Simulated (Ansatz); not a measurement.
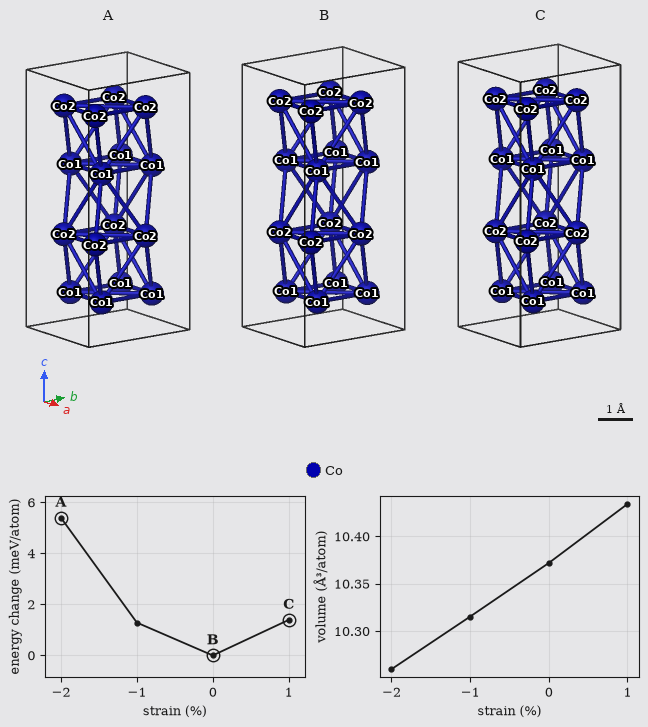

Members of a series of calculations on solid Co (set up in P6_3/mmc), marked on the first curve. Style: ball-and-stick. Shown: the cell of the calculation, repeated to show the pattern, slightly off an axis.

Theory: DFT PBEsol, scalar-relativistic, plane waves, PAW in Ansatz 0.2.0. (plane-wave cutoff 420 eV; k-point mesh 24 × 24 × 14; occupations gaussian; smearing width 0.1 eV; collinear spin)

Describe the series.

Answer. Uniaxial strain along c; a, b and atoms relaxed. A (strain −2.0 %): energy change 5.4 meV/atom, volume 10.26 Å³ per atom. B (strain 0.0 %): energy change 0.0 meV/atom, volume 10.37 Å³ per atom. C (strain 1.0 %): energy change 1.4 meV/atom, volume 10.43 Å³ per atom. The rest compares A with C. The volume changes by +1.7 %, with a = b 4.936 → 4.903 Å (−0.7 %), c 7.780 → 8.019 Å (+3.1 %). Some distances before and after: Co–Co 2.411 → 2.454 Å, Co–Co 2.468 → 2.452 Å.
